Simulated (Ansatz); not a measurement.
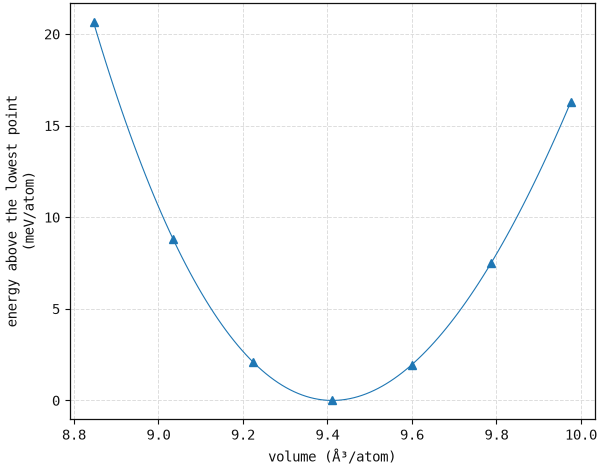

Plotted: energy above the lowest point against volume.

Method: equation of state of a cubic crystal from periodic Kohn-Sham density functional theory without spin, third-order Birch-Murnaghan fit to the free energies; pressure corrected for the finite basis (Ansatz 0.2.0 development build). Level: PBE.

> For which of these solids was it computed?
A. Al, Fd-3m (No. 227)
B. H, Fd-3m (No. 227)
C. CuO₂, Fm-3m (No. 225)

C, CuO₂: energy above the lowest point from 0.0 meV/atom to 20.6 meV/atom, V0 9.411 Å³/atom, B0 173 GPa. The others give: H, energy above the lowest point from 0.00 meV/atom to 3.56 meV/atom, V0 3.414 Å³/atom, B0 91.5 GPa; Al, energy above the lowest point from 0.0 meV/atom to 13.2 meV/atom, V0 27.63 Å³/atom, B0 37.5 GPa.

For Al, limits of the calculation: cubic model structure, not the ambient form.

For CuO₂, limits of the calculation: cubic model structure, not the ambient form; no spin polarisation, a magnetic state may lie lower.

For H, limits of the calculation: cubic model structure, not the ambient form; modest k-mesh, values are not fully converged in k.
